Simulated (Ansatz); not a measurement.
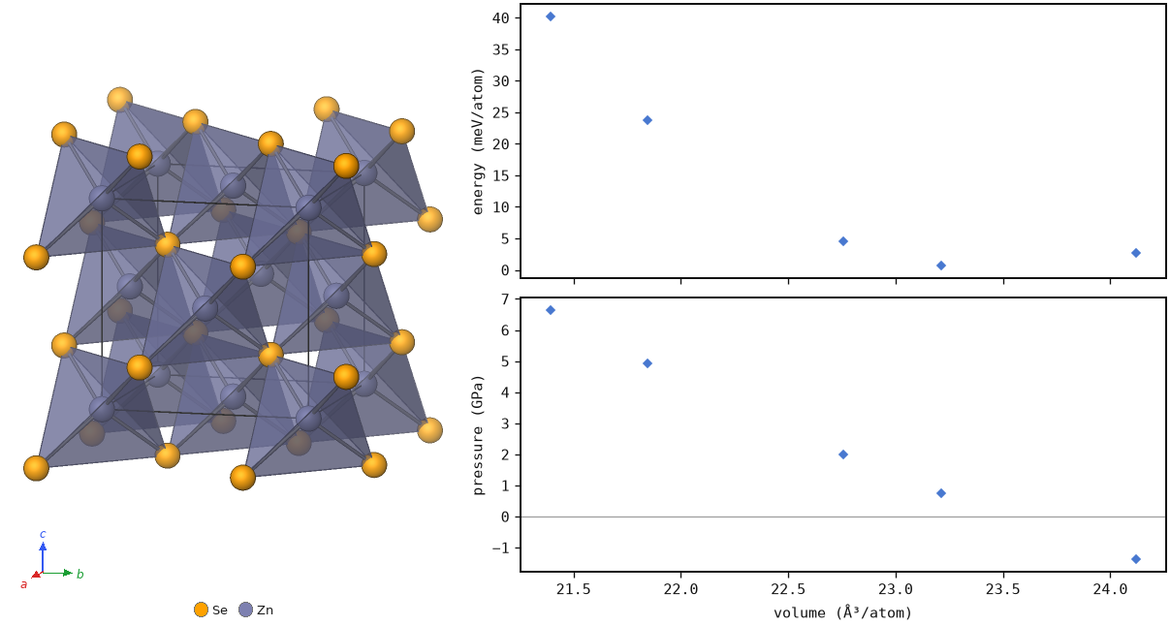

Plotted: energy and pressure against volume for ZnSe, space group F-43m (No. 216). The conventional cell is drawn beside the plot.

The given structure:
```xyz
2
Lattice="0.0000 2.8338 2.8338 2.8338 0.0000 2.8338 2.8338 2.8338 0.0000" Properties=species:S:1:pos:R:3 pbc="T T T"
Se    4.2507    4.2507    4.2507
Zn    0.0000    0.0000    0.0000
```

Method: plane-wave DFT, no spin polarisation; energies at scaled volumes of the given cell, shape and fractions fixed, counted from the fit's minimum, third-order Birch-Murnaghan fit (Ansatz 0.2.0). Level: BPBE.

k mesh 8×8×8; occupations Fermi–Dirac; smearing width 0.05 eV; potentials Ansatz PAW; wave cutoff 420 eV; density cutoff 1680 eV.

The points at volume 22.30 Å³/atom and 23.67 Å³/atom are left out of the plot. What values does the calculation give there?

```tsv
volume (Å³/atom)	energy (meV/atom)	pressure (GPa)
22.30	12.09	3.37
23.67	0.19	-0.38
```

Caveats: the functional was run on potentials made for another functional.
